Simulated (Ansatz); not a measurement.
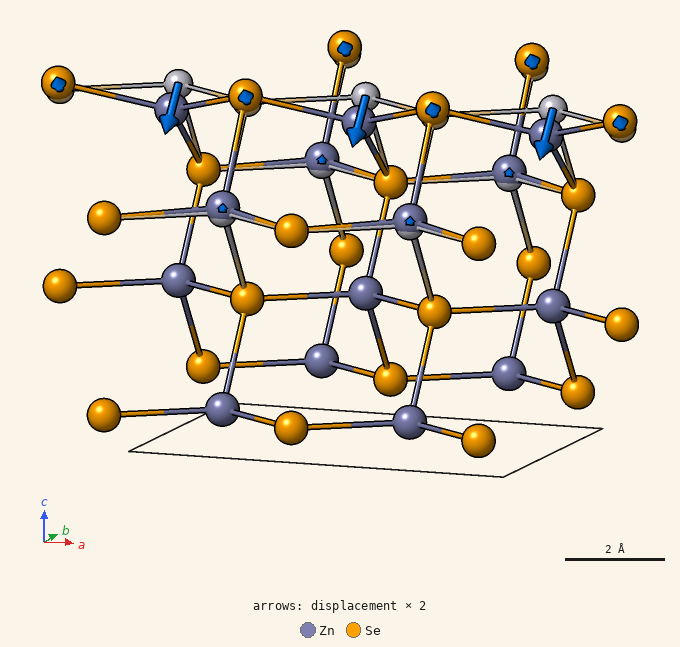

This is a constrained relaxation of a slab of composition ZnSe (cut from the F-43m phase). The starting structure is drawn faded, the final one solid; blue arrows show the displacements, magnified 2 times.

A ball-and-stick model of the cell of the calculation, outlined in the plane, without the vacuum (origin shifted), seen slightly off an axis.

Case: clean slab, lower planes held. The slab is the (1 1 0) face of ZnSe. 8 atoms are held fixed.

Level of theory: DFT PBE, scalar-relativistic, plane waves, PAW in Ansatz.

Input file:
```yaml
crystal:
  lattice:
    - [8.10604627, 0.0, 0.0]
    - [0.0, 5.7318402861, 0.0]
    - [0.0, 0.0, 22.0795347025]
  atoms:
    - { symbol: Zn, position: [0.25, 0.5, 0.362326476] }
    - { symbol: Zn, position: [0.75, 0.5, 0.362326476] }
    - { symbol: Se, position: [0.5, 0.25, 0.362326476] }
    - { symbol: Se, position: [0.0, 0.25, 0.362326476] }
    - { symbol: Zn, position: [0.5, 0.0, 0.4541088253] }
    - { symbol: Zn, position: [0.0, 0.0, 0.4541088253] }
    - { symbol: Se, position: [0.75, 0.75, 0.4541088253] }
    - { symbol: Se, position: [0.25, 0.75, 0.4541088253] }
    - { symbol: Zn, position: [0.75, 0.5, 0.5458911747] }
    - { symbol: Zn, position: [0.25, 0.5, 0.5458911747] }
    - { symbol: Se, position: [0.0, 0.25, 0.5458911747] }
    - { symbol: Se, position: [0.5, 0.25, 0.5458911747] }
    - { symbol: Zn, position: [0.0, 0.0, 0.637673524] }
    - { symbol: Zn, position: [0.5, 0.0, 0.637673524] }
    - { symbol: Se, position: [0.25, 0.75, 0.637673524] }
    - { symbol: Se, position: [0.75, 0.75, 0.637673524] }
basis:
  ecutwfc: 420
kpoints:
  mp_grid: { grid: [2, 3, 1] }
hamiltonian:
  xc: pbe
scf:
  occupations: { method: gaussian, width: 0.05 }
output:
  forces: true
  eigenvalues: true
  write_density: true
  write_potential: true
  elf: true
  volumetric_format: npy
relax:
  adjacent_minimum: "off"
  f_tol: 0.03
  max_steps: 70
  constraints: [{ sites: [0, 1, 2, 3, 4, 5, 6, 7] }]
efield:
  axis: 3
  dipole_correction: true
  ramp_width: 0.04
```

Command:
```bash
ansatz run input.yaml --threads 4 --pin off --max-ram 12288MiB --backend cpu --events-out ev --progress --plain --runs-dir out
```

Atoms of which element are displaced furthest, and by how much?

Answer. Zinc: up to 0.60 Å, against 0.19 Å for selenium.

What did the optimiser do to the structure, and how much energy did it gain?

Answer. After 4 geometry steps the energy has fallen by 0.927 eV per cell of the calculation. Largest force component: 1.1 eV/Å at the start, 0.025 eV/Å at the end. The largest moves, 0.60 Å, are those of Zn13 and Zn14. Zn13 goes at 40° to the normal (−c side). Largest moves by element: Zn 0.60 Å, Se 0.19 Å. The lattice vectors keep their values. Among the contacts that change: Se7–Zn9 2.482 → 2.556 Å, Se11–Zn13 2.482 → 2.410 Å, Zn10–Se15 2.482 → 2.459 Å, Zn5–Se12 2.482 → 2.498 Å. Among the angles between lasting bonds that change: Zn10–Se15–Zn13 109.5° → 92.1°, Zn5–Se12–Zn14 109.5° → 94.7°, Se11–Zn13–Se15 109.5° → 122.0°. The run took 47 s on 4 threads of Intel(R) Xeon(R) 6975P-C (Granite Rapids), on a shared host, peak memory 2.3 GiB.
